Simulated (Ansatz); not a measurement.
System: zincblende GaN, space group F-43m (No. 216), 2 atoms in the primitive cell, relaxed with r2SCAN; cubic a = 4.498 Å. Starting point: PBE, Ansatz PAW set, no spin polarisation, no spin-orbit coupling, 6×6×6 k mesh, 420 eV cutoff, fixed occupations (Ansatz 0.2.0). Many-body step: G0W0 with empty bands 94, screening cutoff 150 eV and frequency treatment contour deformation.

In PBE the smallest gap over these k points is 1.75 eV, with direct gaps of 1.75 eV at Γ, 5.65 eV at L and 6.08 eV at X.

> What does G0W0 give?

Over the k points that were corrected, the smallest gap goes from 1.75 eV in PBE (direct at Γ) to 2.86 eV in G0W0 (direct at Γ), a change of +1.11 eV (+63 %). Counted from the valence top, the lowest empty level moves by +1.11 eV at Γ, +1.22 eV at L and +0.80 eV at X; over the 8 points that were corrected the shifts run from +0.80 to +1.32 eV: a spread of 0.52 eV on a mean of 1.11 eV, so one scissor shift doesn't describe this level. Only two empty levels a point were corrected, so a higher one could drop under them. The top filled level also moves against the valence top, by −0.22 eV at X. Down to 3.7 eV under the top, the filled levels drop by about 0.08 eV more for each eV of depth, so the valence band is stretched by about 8 %.

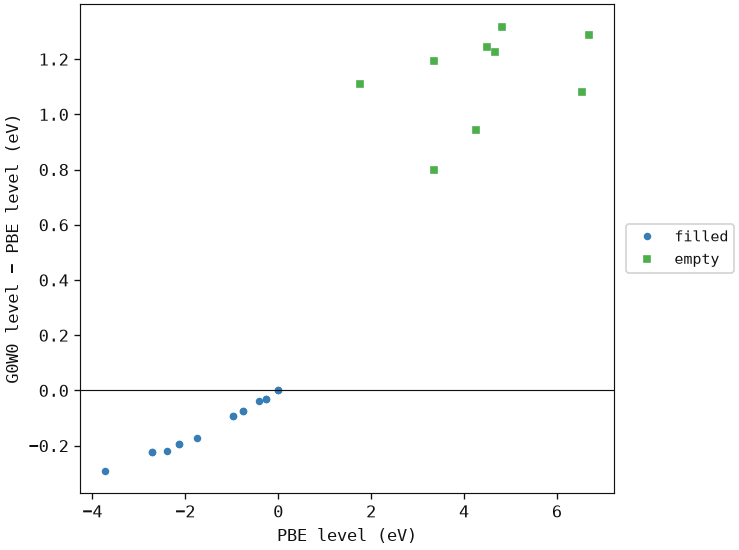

Change of each level from PBE to G0W0 against its PBE energy, both sets counted from their own valence top.

| k point | PBE direct gap (eV) | G0W0 direct gap (eV) |
| --- | --- | --- |
| Γ | 1.75 | 2.86 |
| L | 5.65 | 6.97 |
| X | 6.08 | 7.09 |

The filled d shell of Ga makes such GW gaps lie low. The k mesh is thin for GW. The usual form of GaN is wurtzite. Bands, cutoffs and mesh are finite, so these values aren't at the basis limit.
